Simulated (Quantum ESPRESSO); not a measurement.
## Band-structure run of C (part 1 of 2)

- system: C (Fd-3m, 2 atoms in the cell)
- method: Kohn-Sham DFT of a periodic cell, PBEsol, SG15 PBE 1.2, no spin polarisation (Quantum ESPRESSO 7.5)

The structure derives from an entry of the Crystallography Open Database.

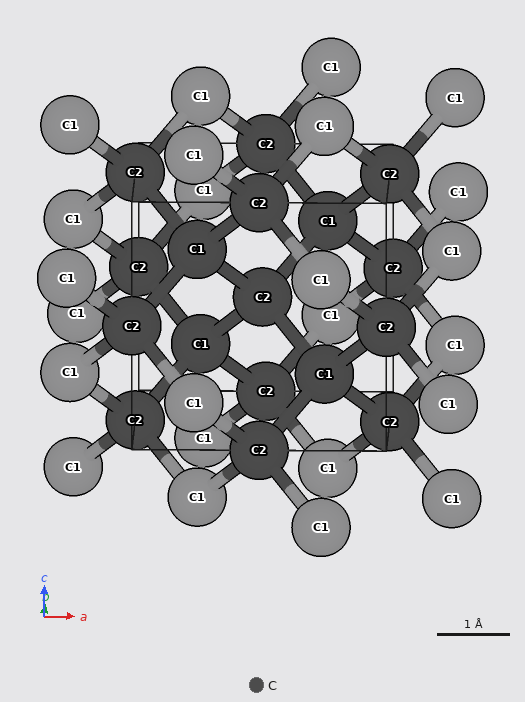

The input geometry (ball-and-stick view of the cell 4 times as large as that of the calculation, set on its symmetry axes, seen at an oblique angle; neighbours outside the cell are drawn fainter; atoms are numbered from 1 in the order of the input). An atom can appear more than once, as a periodic image. Near neighbours in the periodic cell (some may lie outside the picture): C has 4 C at 1.54 Å.

## Input file
```
&CONTROL
  calculation = 'scf'
  prefix = 'pwscf'
  outdir = './tmp'
  pseudo_dir = './pseudo'
  tprnfor = .true.
  tstress = .true.
  disk_io = 'low'
/
&SYSTEM
  ibrav = 0
  nat = 2
  ntyp = 1
  ecutwfc = 88
  nbnd = 9
  input_dft = 'pbesol'
  occupations = 'smearing'
  smearing = 'fd'
  degauss = 0.00367493
/
&ELECTRONS
  conv_thr = 4d-10
  electron_maxstep = 120
  mixing_beta = 0.5
/
ATOMIC_SPECIES
C     12.0110 C_ONCV_PBE-1.2.upf
CELL_PARAMETERS angstrom
   0.0000000000    1.7833700000    1.7833700000
   1.7833700000    0.0000000000    1.7833700000
   1.7833700000    1.7833700000    0.0000000000
ATOMIC_POSITIONS crystal
C      0.7500000000    0.7500000000    0.7500000000
C      0.5000000000    0.5000000000    0.5000000000
K_POINTS automatic
13 13 13 0 0 0
```

## File bands.in
```
&CONTROL
  calculation = 'bands'
  prefix = 'pwscf'
  outdir = './tmp'
  pseudo_dir = './pseudo'
  disk_io = 'low'
  verbosity = 'high'
/
&SYSTEM
  ibrav = 0
  nat = 2
  ntyp = 1
  ecutwfc = 88
  nbnd = 9
  input_dft = 'pbesol'
  occupations = 'smearing'
  smearing = 'fd'
  degauss = 0.00367493
/
&ELECTRONS
  conv_thr = 1d-08
  electron_maxstep = 120
  mixing_beta = 0.5
  diago_full_acc = .true.
  startingwfc = 'random'
/
ATOMIC_SPECIES
C     12.0110 C_ONCV_PBE-1.2.upf
CELL_PARAMETERS angstrom
   0.0000000000    1.7833700000    1.7833700000
   1.7833700000    0.0000000000    1.7833700000
   1.7833700000    1.7833700000    0.0000000000
ATOMIC_POSITIONS crystal
C      0.7500000000    0.7500000000    0.7500000000
C      0.5000000000    0.5000000000    0.5000000000
K_POINTS crystal
60
 0.0000000000  0.0000000000  0.0000000000 1
 0.0625000000  0.0000000000  0.0625000000 1
 0.1250000000  0.0000000000  0.1250000000 1
 0.1875000000  0.0000000000  0.1875000000 1
 0.2500000000  0.0000000000  0.2500000000 1
 0.3125000000  0.0000000000  0.3125000000 1
 0.3750000000  0.0000000000  0.3750000000 1
 0.4375000000  0.0000000000  0.4375000000 1
 0.5000000000  0.0000000000  0.5000000000 1
 0.5000000000  0.0625000000  0.5625000000 1
 0.5000000000  0.1250000000  0.6250000000 1
 0.5000000000  0.1875000000  0.6875000000 1
 0.5000000000  0.2500000000  0.7500000000 1
 0.4375000000  0.3125000000  0.7500000000 1
 0.3750000000  0.3750000000  0.7500000000 1
 0.3375000000  0.3375000000  0.6750000000 1
 0.3000000000  0.3000000000  0.6000000000 1
 0.2625000000  0.2625000000  0.5250000000 1
 0.2250000000  0.2250000000  0.4500000000 1
 0.1875000000  0.1875000000  0.3750000000 1
 0.1500000000  0.1500000000  0.3000000000 1
 0.1125000000  0.1125000000  0.2250000000 1
 0.0750000000  0.0750000000  0.1500000000 1
 0.0375000000  0.0375000000  0.0750000000 1
 0.0000000000  0.0000000000  0.0000000000 1
 0.0625000000  0.0625000000  0.0625000000 1
 0.1250000000  0.1250000000  0.1250000000 1
 0.1875000000  0.1875000000  0.1875000000 1
 0.2500000000  0.2500000000  0.2500000000 1
 0.3125000000  0.3125000000  0.3125000000 1
 0.3750000000  0.3750000000  0.3750000000 1
 0.4375000000  0.4375000000  0.4375000000 1
 0.5000000000  0.5000000000  0.5000000000 1
 0.5250000000  0.4500000000  0.5250000000 1
 0.5500000000  0.4000000000  0.5500000000 1
 0.5750000000  0.3500000000  0.5750000000 1
 0.6000000000  0.3000000000  0.6000000000 1
 0.6250000000  0.2500000000  0.6250000000 1
 0.5833333333  0.2500000000  0.6666666667 1
 0.5416666667  0.2500000000  0.7083333333 1
 0.5000000000  0.2500000000  0.7500000000 1
 0.5000000000  0.2857142857  0.7142857143 1
 0.5000000000  0.3214285714  0.6785714286 1
 0.5000000000  0.3571428571  0.6428571429 1
 0.5000000000  0.3928571429  0.6071428571 1
 0.5000000000  0.4285714286  0.5714285714 1
 0.5000000000  0.4642857143  0.5357142857 1
 0.5000000000  0.5000000000  0.5000000000 1
 0.4821428571  0.4821428571  0.5357142857 1
 0.4642857143  0.4642857143  0.5714285714 1
 0.4464285714  0.4464285714  0.6071428571 1
 0.4285714286  0.4285714286  0.6428571429 1
 0.4107142857  0.4107142857  0.6785714286 1
 0.3928571429  0.3928571429  0.7142857143 1
 0.3750000000  0.3750000000  0.7500000000 1
 0.6250000000  0.2500000000  0.6250000000 1
 0.5937500000  0.1875000000  0.5937500000 1
 0.5625000000  0.1250000000  0.5625000000 1
 0.5312500000  0.0625000000  0.5312500000 1
 0.5000000000  0.0000000000  0.5000000000 1
```

Hardware: 1 thread of Arm Neoverse V1, 24 GiB of memory available, shared host.

Command:
```bash
OMP_NUM_THREADS=1 pw.x -in pw.in > pw.out
OMP_NUM_THREADS=1 pw.x -in bands.in > bands.out
```

## Log
```
This program is part of the open-source Quantum ESPRESSO suite
     for quantum simulation of materials; please cite
         "P. Giannozzi et al., J. Phys.:Condens. Matter 21 395502 (2009);
         "P. Giannozzi et al., J. Phys.:Condens. Matter 29 465901 (2017);
         "P. Giannozzi et al., J. Chem. Phys. 152 154105 (2020);
          URL
     in publications or presentations arising from this work. More details at

     IMPORTANT: XC functional enforced from input :
     Exchange-correlation= PBESOL
                           (   1   4  10   8   0   0   0)
     Any further DFT definition will be discarded
     Please, verify this is what you really want

     Message from routine setup:
     using ibrav=0 with symmetry is DISCOURAGED, use correct ibrav instead

     G-vector sticks info
     --------------------
     sticks:   dense  smooth     PW     G-vecs:    dense   smooth      PW
     Sum         559     559    169                 8609     8609    1471

     Using Slab Decomposition

     bravais-lattice index     =            0
     lattice parameter (alat)  =       4.7660  a.u.
     unit-cell volume          =      76.5510 (a.u.)^3
     number of atoms/cell      =            2
     number of atomic types    =            1
     number of electrons       =         8.00
     number of Kohn-Sham states=            9
     kinetic-energy cutoff     =      88.0000  Ry
     charge density cutoff     =     352.0000  Ry
     scf convergence threshold =      4.0E-10
     mixing beta               =       0.5000
     number of iterations used =            8  plain     mixing
     Exchange-correlation= PBESOL
                           (   1   4  10   8   0   0   0)

     celldm(1)=   4.766014  celldm(2)=   0.000000  celldm(3)=   0.000000
     celldm(4)=   0.000000  celldm(5)=   0.000000  celldm(6)=   0.000000

     crystal axes: (cart. coord. in units of alat)
               a(1) = (   0.000000   0.707107   0.707107 )
               a(2) = (   0.707107   0.000000   0.707107 )
               a(3) = (   0.707107   0.707107   0.000000 )

     reciprocal axes: (cart. coord. in units 2 pi/alat)
               b(1) = ( -0.707107  0.707107  0.707107 )
               b(2) = (  0.707107 -0.707107  0.707107 )
               b(3) = (  0.707107  0.707107 -0.707107 )

     PseudoPot. # 1 for C  read from file:
     C_ONCV_PBE-1.2.upf
     Pseudo is Norm-conserving, Zval =  4.0
     Generated using ONCVPSP code by D. R. Hamann
     Using radial grid of  602 points,  4 beta functions with:
                l(1) =   0
                l(2) =   0
                l(3) =   1
                l(4) =   1

     atomic species   valence    mass     pseudopotential
     C                 4.00    12.01100     C ( 1.00)

     48 Sym. Ops., with inversion, found (24 have fractional translation)

   Cartesian axes

     site n.     atom                  positions (alat units)
         1        C      tau(   1) = (   1.0606602   1.0606602   1.0606602  )
         2        C      tau(   2) = (   0.7071068   0.7071068   0.7071068  )

     number of k points=    84  Fermi-Dirac smearing, width (Ry)=  0.0037
                       cart. coord. in units 2pi/alat
        k(    1) = (   0.0000000   0.0000000   0.0000000), wk =   0.0009103
        k(    2) = (   0.0543928   0.0543928  -0.0543928), wk =   0.0072827
        k(    3) = (   0.1087857   0.1087857  -0.1087857), wk =   0.0072827
        k(    4) = (   0.1631785   0.1631785  -0.1631785), wk =   0.0072827
        k(    5) = (   0.2175713   0.2175713  -0.2175713), wk =   0.0072827
        k(    6) = (   0.2719641   0.2719641  -0.2719641), wk =   0.0072827
        k(    7) = (   0.3263570   0.3263570  -0.3263570), wk =   0.0072827
        k(    8) = (   0.1087857  -0.0000000   0.0000000), wk =   0.0054620
        k(    9) = (   0.1631785   0.0543928  -0.0543928), wk =   0.0218480
        k(   10) = (   0.2175713   0.1087857  -0.1087857), wk =   0.0218480
        k(   11) = (   0.2719641   0.1631785  -0.1631785), wk =   0.0218480
        k(   12) = (   0.3263570   0.2175713  -0.2175713), wk =   0.0218480
        k(   13) = (   0.3807498   0.2719641  -0.2719641), wk =   0.0218480
        k(   14) = (  -0.2719641  -0.3807498   0.3807498), wk =   0.0218480
        k(   15) = (  -0.2175713  -0.3263570   0.3263570), wk =   0.0218480
        k(   16) = (  -0.1631785  -0.2719641   0.2719641), wk =   0.0218480
        k(   17) = (  -0.1087857  -0.2175713   0.2175713), wk =   0.0218480
        k(   18) = (  -0.0543928  -0.1631785   0.1631785), wk =   0.0218480
        k(   19) = (   0.0000000  -0.1087857   0.1087857), wk =   0.0109240
        k(   20) = (   0.2175713  -0.0000000   0.0000000), wk =   0.0054620
        k(   21) = (   0.2719641   0.0543928  -0.0543928), wk =   0.0218480
        k(   22) = (   0.3263570   0.1087857  -0.1087857), wk =   0.0218480
        k(   23) = (   0.3807498   0.1631785  -0.1631785), wk =   0.0218480
        k(   24) = (   0.4351426   0.2175713  -0.2175713), wk =   0.0218480
        k(   25) = (  -0.2175713  -0.4351426   0.4351426), wk =   0.0218480
        k(   26) = (  -0.1631785  -0.3807498   0.3807498), wk =   0.0218480
        k(   27) = (  -0.1087857  -0.3263570   0.3263570), wk =   0.0218480
        k(   28) = (  -0.0543928  -0.2719641   0.2719641), wk =   0.0218480
        k(   29) = (   0.0000000  -0.2175713   0.2175713), wk =   0.0109240
        k(   30) = (   0.3263570  -0.0000000   0.0000000), wk =   0.0054620
        k(   31) = (   0.3807498   0.0543928  -0.0543928), wk =   0.0218480
        k(   32) = (   0.4351426   0.1087857  -0.1087857), wk =   0.0218480
        k(   33) = (   0.4895355   0.1631785  -0.1631785), wk =   0.0218480
        k(   34) = (  -0.1631785  -0.4895355   0.4895355), wk =   0.0218480
        k(   35) = (  -0.1087857  -0.4351426   0.4351426), wk =   0.0218480
        k(   36) = (  -0.0543928  -0.3807498   0.3807498), wk =   0.0218480
        k(   37) = (   0.0000000  -0.3263570   0.3263570), wk =   0.0109240
        k(   38) = (   0.4351426  -0.0000000   0.0000000), wk =   0.0054620
        k(   39) = (   0.4895355   0.0543928  -0.0543928), wk =   0.0218480
        k(   40) = (   0.5439283   0.1087857  -0.1087857), wk =   0.0218480
        k(   41) = (  -0.1087857  -0.5439283   0.5439283), wk =   0.0218480
        k(   42) = (  -0.0543928  -0.4895355   0.4895355), wk =   0.0218480
        k(   43) = (   0.0000000  -0.4351426   0.4351426), wk =   0.0109240
        k(   44) = (   0.5439283  -0.0000000   0.0000000), wk =   0.0054620
        k(   45) = (   0.5983211   0.0543928  -0.0543928), wk =   0.0218480
        k(   46) = (  -0.0543928  -0.5983211   0.5983211), wk =   0.0218480
        k(   47) = (   0.0000000  -0.5439283   0.5439283), wk =   0.0109240
        k(   48) = (   0.6527140  -0.0000000   0.0000000), wk =   0.0054620
        k(   49) = (   0.0000000  -0.6527140   0.6527140), wk =   0.0109240
        k(   50) = (   0.2175713   0.1087857   0.0000000), wk =   0.0218480
        k(   51) = (   0.2719641   0.1631785  -0.0543928), wk =   0.0436959
        k(   52) = (   0.3263570   0.2175713  -0.1087857), wk =   0.0436959
        k(   53) = (   0.3807498   0.2719641  -0.1631785), wk =   0.0436959
        k(   54) = (  -0.2719641  -0.3807498   0.4895355), wk =   0.0436959
        k(   55) = (   0.3263570   0.1087857   0.0000000), wk =   0.0218480
        k(   56) = (   0.3807498   0.1631785  -0.0543928), wk =   0.0436959
        k(   57) = (   0.4351426   0.2175713  -0.1087857), wk =   0.0436959
        k(   58) = (  -0.2175713  -0.4351426   0.5439283), wk =   0.0436959
        k(   59) = (  -0.1631785  -0.3807498   0.4895355), wk =   0.0436959
        k(   60) = (  -0.1087857  -0.3263570   0.4351426), wk =   0.0436959
        k(   61) = (  -0.0543928  -0.2719641   0.3807498), wk =   0.0436959
        k(   62) = (   0.0000000  -0.2175713   0.3263570), wk =   0.0218480
        k(   63) = (   0.4351426   0.1087857   0.0000000), wk =   0.0218480
        k(   64) = (   0.4895355   0.1631785  -0.0543928), wk =   0.0436959
        k(   65) = (  -0.1631785  -0.4895355   0.5983211), wk =   0.0436959
        k(   66) = (  -0.1087857  -0.4351426   0.5439283), wk =   0.0436959
        k(   67) = (  -0.0543928  -0.3807498   0.4895355), wk =   0.0436959
        k(   68) = (   0.0000000  -0.3263570   0.4351426), wk =   0.0218480
        k(   69) = (   0.5439283   0.1087857   0.0000000), wk =   0.0218480
        k(   70) = (  -0.1087857  -0.5439283   0.6527140), wk =   0.0436959
        k(   71) = (  -0.0543928  -0.4895355   0.5983211), wk =   0.0436959
        k(   72) = (   0.0000000  -0.4351426   0.5439283), wk =   0.0218480
        k(   73) = (  -0.0543928  -0.5983211   0.7071068), wk =   0.0218480
        k(   74) = (   0.0000000  -0.5439283   0.6527140), wk =   0.0218480
        k(   75) = (   0.4351426   0.2175713   0.0000000), wk =   0.0218480
        k(   76) = (  -0.2175713  -0.4351426   0.6527140), wk =   0.0436959
        k(   77) = (  -0.1631785  -0.3807498   0.5983211), wk =   0.0436959
        k(   78) = (  -0.1631785  -0.4895355   0.7071068), wk =   0.0218480
        k(   79) = (  -0.1087857  -0.4351426   0.6527140), wk =   0.0436959
        k(   80) = (  -0.0543928  -0.3807498   0.5983211), wk =   0.0436959
        k(   81) = (   0.0000000  -0.3263570   0.5439283), wk =   0.0218480
        k(   82) = (  -0.0543928  -0.4895355   0.7071068), wk =   0.0218480
        k(   83) = (   0.0000000  -0.4351426   0.6527140), wk =   0.0218480
        k(   84) = (  -0.0543928  -0.3807498   0.7071068), wk =   0.0218480

     Dense  grid:     8609 G-vectors     FFT dimensions: (  32,  32,  32)

     Initial potential from superposition of free atoms

     starting charge       7.9861, renormalised to       8.0000
     Starting wfcs are random

     Self-consistent Calculation

     iteration #  1     ecut=    88.00 Ry     beta= 0.50
     Davidson diagonalization with overlap
     ethr =  1.00E-02,  avg # of iterations =  8.3

     total energy              =     -22.74245511 Ry
     estimated scf accuracy    <       0.10731662 Ry

     iteration #  2     ecut=    88.00 Ry     beta= 0.50
     Davidson diagonalization with overlap
     ethr =  1.34E-03,  avg # of iterations =  1.0

     total energy              =     -22.74124403 Ry
     estimated scf accuracy    <       0.01500611 Ry

     iteration #  3     ecut=    88.00 Ry     beta= 0.50
     Davidson diagonalization with overlap
     ethr =  1.88E-04,  avg # of iterations =  2.3

     total energy              =     -22.74273137 Ry
     estimated scf accuracy    <       0.00011517 Ry

     iteration #  4     ecut=    88.00 Ry     beta= 0.50
     Davidson diagonalization with overlap
     ethr =  1.44E-06,  avg # of iterations =  6.1

     total energy              =     -22.74275721 Ry
     estimated scf accuracy    <       0.00000857 Ry

     iteration #  5     ecut=    88.00 Ry     beta= 0.50
     Davidson diagonalization with overlap
     ethr =  1.07E-07,  avg # of iterations =  1.8

     total energy              =     -22.74275832 Ry
     estimated scf accuracy    <       0.00000023 Ry

     iteration #  6     ecut=    88.00 Ry     beta= 0.50
     Davidson diagonalization with overlap
     ethr =  2.82E-09,  avg # of iterations =  2.0

     total energy              =     -22.74275834 Ry
     estimated scf accuracy    <       0.00000005 Ry

     iteration #  7     ecut=    88.00 Ry     beta= 0.50
     Davidson diagonalization with overlap
     ethr =  5.78E-10,  avg # of iterations =  1.0

     End of self-consistent calculation

          k = 0.0000 0.0000 0.0000 (  1067 PWs)   bands (ev):

    -8.1864  13.3633  13.3633  13.3633  18.8994  18.8994  18.8994  26.6717
    32.2840

          k = 0.0544 0.0544-0.0544 (  1049 PWs)   bands (ev):

    -8.0220  12.2887  13.0817  13.0817  19.2670  19.2670  19.5310  26.8056
    32.5654

          k = 0.1088 0.1088-0.1088 (  1058 PWs)   bands (ev):

    -7.5304  10.0061  12.4482  12.4482  20.0969  20.0969  20.5566  27.1917
    33.1923
```
